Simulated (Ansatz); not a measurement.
**What a change does: geometry relaxation on CuO2**

System: CuO2 (Fm-3m, 3 atoms in the cell).
Method of the first run: DFT PBEsol, scalar-relativistic, plane waves, PAW, spin-polarised (Ansatz 0.2.0).

The structure was built on a prototype by a generator; it need not be a known phase. Text and figures count atoms from 1; the logs count them from 0 in places.

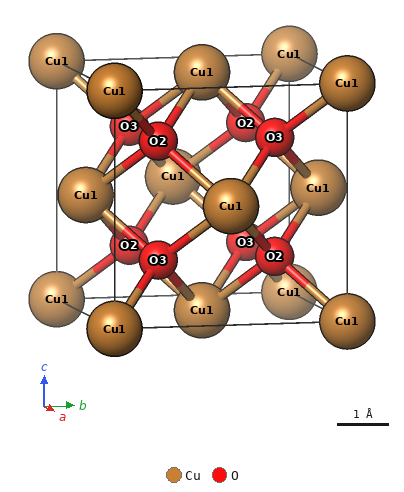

**Figure 1.** The starting structure (ball-and-stick view of the cell 4 times as large as that of the calculation, set on its symmetry axes, seen slightly off an axis; atoms are numbered from 1 in the order of the input). An atom can appear more than once, as a periodic image. Near neighbours in the periodic cell (some may lie outside the picture): Cu has 8 O at 2.07 Å; O has 4 Cu at 2.07 Å.

**The input, the first run**
```yaml
crystal:
  lattice:
    - [0.0, 2.3844798727, 2.3844798727]
    - [2.3844798727, 0.0, 2.3844798727]
    - [2.3844798727, 2.3844798727, 0.0]
  atoms:
    - { symbol: Cu, position: [0.0, 0.0, 0.0], spin: 1.0 }
    - { symbol: O, position: [0.25, 0.25, 0.25] }
    - { symbol: O, position: [0.75, 0.75, 0.75] }
basis:
  ecutwfc: 420
kpoints:
  mp_grid: { grid: [16, 16, 16] }
hamiltonian:
  xc: pbesol
scf:
  occupations: { method: gaussian, width: 0.1 }
  lower_state_search: "off"
output:
  forces: true
  stress: true
  eigenvalues: true
  populations: true
magnetization:
  spin_polarized: true
relax:
  adjacent_minimum: "off"
  f_tol: 0.01
  max_steps: 60
  cell: { stress_tol: 0.05 }
```

Command:
```bash
ansatz run input.yaml --threads 1 --pin off --max-ram 2560MiB --backend cpu --events-out ev --progress --plain --runs-dir out
```

Hardware: 1 thread of Intel Xeon (Sapphire Rapids), 32 GiB of memory available, shared host.

**Output, shortened to warnings, some set-up lines, iterations and results (the first run)**
```
Basis set: ecut = 420 eV, 531 PW (Γ), exchange–correlation on 48×48×48 points (8 copies of the dense FFT grid, shifted against one another)
Symmetry: 48 space group operations
k-points: 145 of 4096
Initial density: superposition of atomic densities (chi_scale 0.1, normalization cell, long waves kept (reshape's long-wave potential 0.00 eV rms))
[...]
SCF iter   1: F=—  HF=-7704.631093 eV  |F-HF|=—  |Δ(HF+E_count)|=         —  Δρ=1.03e-1 (↑3.27e-2 ↓1.03e-1)  dr2=1.74e0  dr2_m=9.20e-1  M=0.790 μB ∫|m|=0.795 μB  β_m=0.30  …
SCF iter   2: F=—  HF=-7704.739584 eV  |F-HF|=—  |Δ(HF+E_count)|=   1.08e-1  Δρ=6.62e-2 (↑6.62e-2 ↓4.84e-2)  dr2=1.69e0  dr2_m=1.38e-1  M=1.210 μB ∫|m|=1.213 μB  β_m=0.30  …
SCF iter   3: F=—  HF=-7704.727575 eV  |F-HF|=—  |Δ(HF+E_count)|=   1.20e-2  Δρ=3.46e-2 (↑3.46e-2 ↓3.39e-2)  dr2=8.72e-2  dr2_m=2.18e-1  M=1.374 μB ∫|m|=1.381 μB  β_m=0.30  …
SCF iter   4: F=—  HF=-7704.964799 eV  |F-HF|=—  |Δ(HF+E_count)|=   2.37e-1  Δρ=3.45e-2 (↑3.45e-2 ↓2.28e-2)  dr2=3.07e-1  dr2_m=1.21e-1  M=1.467 μB ∫|m|=1.480 μB  β_m=1.00  …
SCF iter   5: F=—  HF=-7704.984284 eV  |F-HF|=—  |Δ(HF+E_count)|=   1.95e-2  Δρ=1.29e-2 (↑1.29e-2 ↓1.18e-2)  dr2=9.19e-3  dr2_m=3.57e-2  M=1.635 μB ∫|m|=1.667 μB  β_m=0.30  …
[... 15 lines ...]
SCF iter   2: F=—  HF=-7705.054714 eV  |F-HF|=—  |Δ(HF+E_count)|=   1.03e-6  Δρ=1.12e-6 (↑2.52e-7 ↓1.12e-6)  dr2=3.41e-10  dr2_m=5.06e-11  M=1.914 μB ∫|m|=1.985 μB  β_m=0.30  …
SCF iter   3: F=—  HF=-7705.054714 eV  |F-HF|=—  |Δ(HF+E_count)|=  3.00e-11  Δρ=4.27e-7 (↑1.03e-7 ↓4.27e-7)  dr2=3.36e-11  dr2_m=1.26e-11  M=1.914 μB ∫|m|=1.985 μB  β_m=0.31  …
SCF iter   4: F=-7705.054714 eV  HF=-7705.054714 eV  |F-HF|=1.64e-11  |Δ(HF+E_count)|=  1.82e-12  Δρ=3.60e-7 (↑7.22e-8 ↓3.60e-7)  dr2=2.25e-11  dr2_m=9.19e-12  M=1.914 μB …
SCF 2 converged in 4 iterations: F = -7705.054714 eV  dr2 = 2.25e-11
relax step   2: F+E_penalty+E_count = -7705.05471417 eV  Δ(F+E_penalty+E_count) = +1.819e-12 eV  max|allowed force component| = 1.388e-17 eV/Å  Δτ_max = 0.0000 Å  P = +0.026 …
basis re-selected at this cell: Δ(F+E_penalty+E_count) = +1.819e-12 eV, ΔP = -0.000 GPa vs the last step (what re-selecting the basis moved, of the pressure what is left beyond the Pulay correction that the steps carried, after the strain that the cell walked since its last selection, with what the …
SCF converged after 4 iterations
Magnetization: 1.9136 μB (16.4568 up, 14.5432 down)
Absolute magnetization: 1.9846 μB (∫|ρ↑−ρ↓|, with the PAW one-centre terms)
Spin contamination: 0.0053 ħ² per cell (⟨S²⟩ above its minimum at these occupations)
Per-site moments (μB) at R_I (Å): [(0.6265410311093252, 0.8518208096354898), (0.6295000724315682, 0.8518208096354898), (0.6295000724315685, 0.8518208096354898)]
Free energy (F): -7705.054714 eV
Harris-Foulkes:  -7705.054714 eV  (|F-HF|=1.64e-11)
Internal energy: -7705.043026 eV  (E = F + TS)
E sigma→0 (E₀):  -7705.048870 eV
Entropy (-TS):   -0.011688 eV (-3.896 meV/atom)
Fermi energy:    10.161060 eV
--- Per-component energies (eV) ---
  E_band       = -462.506922
  E_kinetic    = 638.341484
  E_local      = -5227.967832  (includes V_loc(G=0)·N_el)
  E_nonlocal   = 481.089759
  E_hartree    = 2222.796371
  E_xc         = -232.221524
  E_vxc        = -299.088371  (∫ρ·V_xc dr)
  E_paw        = -1919.651331  (= ΣΔE_a)
  E_vpaw       = -500.479825  (= ΣTr[D̂ρ^β])
  E_aug_tail   = 0.004888  (compensation charges beyond the density's cutoff)
  E_ewald      = -3667.711620
  E_core_change = 0.276778  (= ΣΔE_core)
  E_smearing   = -0.011688  (= −TS)
  E_closure    = -0.000000  (closes the sum)
  Σ components = -7705.054714   (vs F -7705.054714, Δ=0.00e0)
--- Forces (eV/Å), atoms counted from 1 ---
  atom   1  Cu     0.00000000     0.00000000    -0.00000000
  atom   2  O     -0.00000000    -0.00000000    -0.00000000
  atom   3  O     -0.00000000     0.00000000    -0.00000000
  max |Σ_I F_I| component: 2.78e-17 eV/Å
--- Stress (GPa, compression-positive) ---
        0.025870       0.000000       0.000000
       -0.000000       0.025870       0.000000
        0.000000      -0.000000       0.025870
  P = ⅓ Tr σ = 0.0259 GPa (0.259 kbar)
--- Relaxed structure (1 steps of the walk, 1 accepted, 1 SCFs on fresh bases) ---
  F+E_penalty+E_count = -7705.05471417 eV   max|allowed force component| = 1.388e-17 eV/Å   (the final SCF, on the basis selected at the relaxed cell)
[...]
```

For the second run the input was changed thus:
```diff
-    - { symbol: Cu, position: [0.0, 0.0, 0.0], spin: 1.0 }
+    - { symbol: Cu, position: [0.0, 0.0, 0.0] }
-  populations: true
-magnetization:
-  spin_polarized: true
```

Predict how the results change.

With the same functional and potentials, the second run lies 75.7 meV per atom higher. The volume per atom goes from 9.04 to 8.97 Å³. The SCF takes 44 iterations over all geometry steps against 21. The two runs start from different initial densities, which also moves the count.

**Output, shortened to warnings, some set-up lines, iterations and results (the second run)**
```
Basis set: ecut = 420 eV, 531 PW (Γ), exchange–correlation on 48×48×48 points (8 copies of the dense FFT grid, shifted against one another)
Symmetry: 48 space group operations
k-points: 145 of 4096
Initial density: superposition of atomic densities (neutral atoms: chi_scale 0, normalization atom), corrected by the library's trained network
[...]
SCF iter   1: F=—  HF=-7704.843428 eV  |F-HF|=—  |Δ(HF+E_count)|=         —  Δρ=1.78e-2  dr2=4.81e-2  ethr=1.77e-3  ⟨swp⟩=5.0  Hψ=11285  notcnv=0
SCF iter   2: F=—  HF=-7704.836414 eV  |F-HF|=—  |Δ(HF+E_count)|=   7.01e-3  Δρ=1.99e-2  dr2=5.64e-2  ethr=1.55e-4  ⟨swp⟩=2.0  Hψ=6949  notcnv=0  defer=5
SCF iter   3: F=—  HF=-7704.827005 eV  |F-HF|=—  |Δ(HF+E_count)|=   9.41e-3  Δρ=7.64e-3  dr2=1.14e-2  ethr=1.55e-4  ⟨swp⟩=2.2  Hψ=4819  notcnv=0  defer=5
SCF iter   4: F=—  HF=-7704.827754 eV  |F-HF|=—  |Δ(HF+E_count)|=   7.49e-4  Δρ=8.84e-3  dr2=1.49e-2  ethr=3.67e-5  ⟨swp⟩=1.0  Hψ=2895  notcnv=0  defer=5
SCF iter   5: F=—  HF=-7704.826715 eV  |F-HF|=—  |Δ(HF+E_count)|=   1.04e-3  Δρ=4.54e-3  dr2=4.11e-3  ethr=3.67e-5  ⟨swp⟩=1.0  Hψ=2895  notcnv=0  defer=5
[... 46 lines ...]
SCF iter   6: F=—  HF=-7704.827539 eV  |F-HF|=—  |Δ(HF+E_count)|=  3.37e-11  Δρ=2.75e-6  dr2=1.70e-9  ethr=4.37e-12  ⟨swp⟩=1.0  Hψ=2900  notcnv=0
SCF iter   7: F=—  HF=-7704.827539 eV  |F-HF|=—  |Δ(HF+E_count)|=  9.91e-11  Δρ=9.73e-7  dr2=2.17e-10  ethr=4.37e-12  ⟨swp⟩=1.0  Hψ=2900  notcnv=0
SCF iter   8: F=-7704.827539 eV  HF=-7704.827539 eV  |F-HF|=2.09e-11  |Δ(HF+E_count)|=  1.09e-11  Δρ=3.24e-7  dr2=2.37e-11  ethr=1.00e-12  ⟨swp⟩=4.0  Hψ=12144  notcnv=0
SCF 6 converged in 8 iterations: F = -7704.827539 eV  dr2 = 2.37e-11
relax step   6: F+E_penalty+E_count = -7704.82753914 eV  Δ(F+E_penalty+E_count) = +6.195e-5 eV  max|allowed force component| = 6.168e-17 eV/Å  Δτ_max = 0.0000 Å  P = -0.003 …
basis re-selected at this cell: Δ(F+E_penalty+E_count) = +6.195e-5 eV, ΔP = -0.001 GPa vs the last step (what re-selecting the basis moved, of the pressure what is left beyond the Pulay correction that the steps carried, after the strain that the cell walked since its last selection, with what the …
SCF converged after 8 iterations
Free energy (F): -7704.827539 eV
Harris-Foulkes:  -7704.827539 eV  (|F-HF|=2.09e-11)
Internal energy: -7704.776530 eV  (E = F + TS)
E sigma→0 (E₀):  -7704.802035 eV
Entropy (-TS):   -0.051009 eV (-17.003 meV/atom)
Fermi energy:    10.541233 eV
--- Per-component energies (eV) ---
  E_band       = -459.674556
  E_kinetic    = 638.571474
  E_local      = -5210.226596  (includes V_loc(G=0)·N_el)
  E_nonlocal   = 480.129766
  E_hartree    = 2215.027508
  E_xc         = -232.370219
  E_vxc        = -299.281378  (∫ρ·V_xc dr)
  E_paw        = -1918.648210  (= ΣΔE_a)
  E_vpaw       = -498.928042  (= ΣTr[D̂ρ^β])
  E_aug_tail   = 0.004867  (compensation charges beyond the density's cutoff)
  E_ewald      = -3677.541899
  E_core_change = 0.276778  (= ΣΔE_core)
  E_smearing   = -0.051009  (= −TS)
  E_closure    = -0.000000  (closes the sum)
  Σ components = -7704.827539   (vs F -7704.827539, Δ=0.00e0)
--- Forces (eV/Å), atoms counted from 1 ---
  atom   1  Cu     0.00000000     0.00000000    -0.00000000
  atom   2  O     -0.00000000     0.00000000    -0.00000000
  atom   3  O      0.00000000     0.00000000     0.00000000
  max |Σ_I F_I| component: 4.63e-17 eV/Å
--- Stress (GPa, compression-positive) ---
       -0.002973       0.000000      -0.000000
        0.000000      -0.002973      -0.000000
       -0.000000       0.000000      -0.002973
  P = ⅓ Tr σ = -0.0030 GPa (-0.030 kbar)
--- Relaxed structure (4 steps of the walk, 4 accepted, 2 SCFs on fresh bases) ---
  F+E_penalty+E_count = -7704.82753914 eV   max|allowed force component| = 6.168e-17 eV/Å   (the final SCF, on the basis selected at the relaxed cell)
  cell:  # Å, volume = 26.8982 Å³
    - [-1.092718455492062e-34, 2.3781060217211554, 2.3781060217211554]
    - [2.3781060217211554, 4.6574884988186245e-35, 2.3781060217211554]
    - [2.3781060217211554, 2.3781060217211554, 7.32459729728741e-35]
  atoms:
    - { symbol: Cu, position: [-1.1235499475924845e-34, 8.637837974626776e-35, 1.161060039446586e-34] }
[...]
```

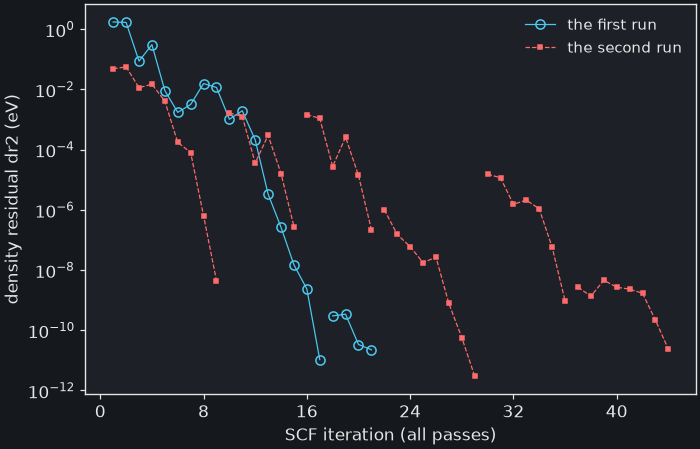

**Figure 2.** Convergence of the two runs: density residual dr2 against the SCF iteration. A break in a curve parts two SCF passes. The first run takes 21 iterations in all, and the second run takes 44.

**The two runs side by side**

```csv
quantity,the first run,the second run
outcome,converged,converged
free energy per atom (eV),−2568.3516,−2568.2758
"energy per atom, smearing taken to zero (eV)",−2568.3496,−2568.2673
gap on the mesh (eV),0.00,0.00
net moment of the cell (μB),1.91,–
absolute moment of the cell (μB),1.98,–
pressure (GPa),0.03,0.00
volume per atom (Å³),9.04,8.97
largest force (eV/Å),0.000,0.000
SCF iterations,21,44
irreducible k-points,145,145
wall time (shared host),15 s,18 s
```

For the second run: The run has no spin polarisation, so a magnetic state may lie lower.
